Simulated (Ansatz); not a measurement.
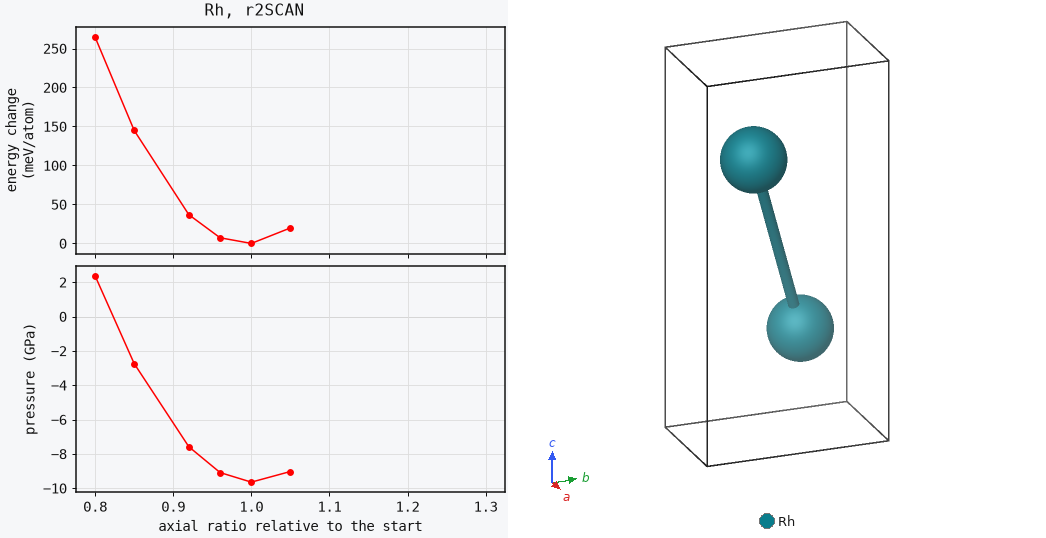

The figure shows the energy change and pressure against relative axial ratio for Rh, space group P6_3/mmc (No. 194). The cell is drawn beside the plot.

Starting cell:
```
CELL_PARAMETERS angstrom
2.73098 0.00000 0.00000
-1.36549 2.36510 0.00000
0.00000 0.00000 4.42849
ATOMIC_POSITIONS crystal
Rh 0.66667 0.33333 0.75000
Rh 0.33333 0.66667 0.25000
```

Method: deformation of a crystal at fixed volume, lengths along the axis scaled against those across it, fractional coordinates fixed, by plane-wave density functional theory with PAW datasets, free energies less that of the undisturbed cell, pressure positive in compression; scalar-relativistic (Ansatz 0.2.0). Level: r2SCAN, no spin polarisation.

wave cutoff 500 eV; k mesh 24×24×12; occupations Gaussian; smearing width 0.15 eV; k shift (0, 0, 0) (mesh steps); start as given; path axial; axis direction (0, 0, 1) (Cartesian unit vector).

The points at relative axial ratio 1.10, 1.20 and 1.30 are left out of the plot. What values does the calculation give there?

```tsv
axial ratio relative to the start	energy change (meV/atom)	pressure (GPa)
1.10	69	-7.1
1.20	254	0.6
1.30	538	12.6
```

Caveats: reference crystal is not relaxed; shape and atomic fractions are frozen while scaling, which makes layered, chain and framework solids too stiff.
